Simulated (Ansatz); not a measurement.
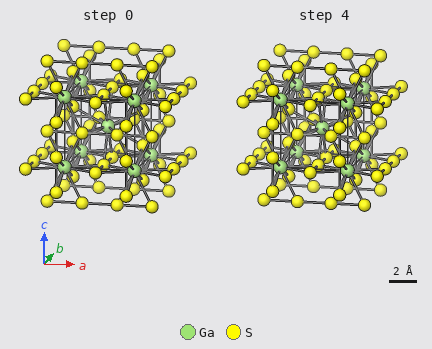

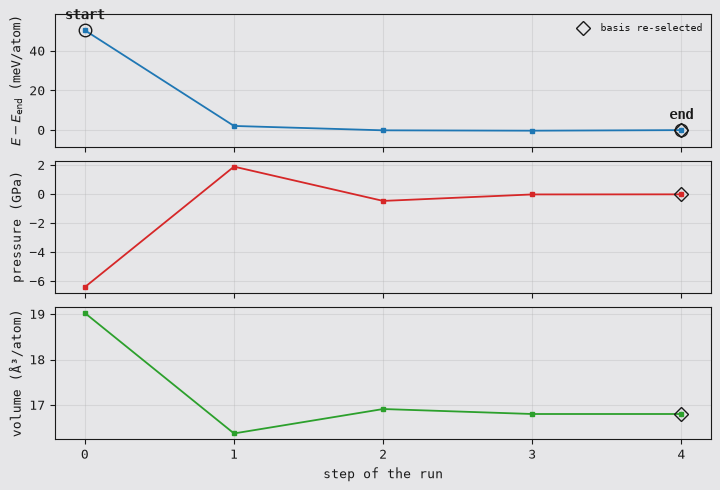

First and last geometry of a relaxation of crystalline GaS₃ (a generated structure, set up in Pm-3n) (coarse preliminary run), with the history of the run. The picture is a ball-and-stick view of the cell of the calculation, seen slightly off an axis.

Computed with Ansatz, DFT PBE, scalar-relativistic, plane waves, PAW. Set-up: plane-wave cutoff 420 eV; k-point mesh 4 × 4 × 4; occupations gaussian; smearing width 0.1 eV; no spin polarisation; cell and atoms relaxed; force threshold 0.04 eV/Å; at most 70 steps.

### Did the run converge, and what did it change?

It converged. The energy falls by 50.4 meV per atom in 3 accepted moves (4 points after the start). All forces vanish by symmetry, so only the cell relaxes. The pressure goes from −6.40 to −0.02 GPa. At 1 point the geometry stayed and the basis and grid were re-selected for the new cell (energy shift of 0.3 meV per atom at most each time). The atoms keep their places relative to the cell (all moves are under 0.005 Å). The drawn cell changes as follows: a = b = c 5.339 → 5.123 Å (−4.1 %); the volume changes by −11.7 %. Near-neighbour distances that change, for instance: Ga–S 2.985 → 2.864 Å, S–S 2.669 → 2.561 Å. The space group stays Pm-3n (No. 223).
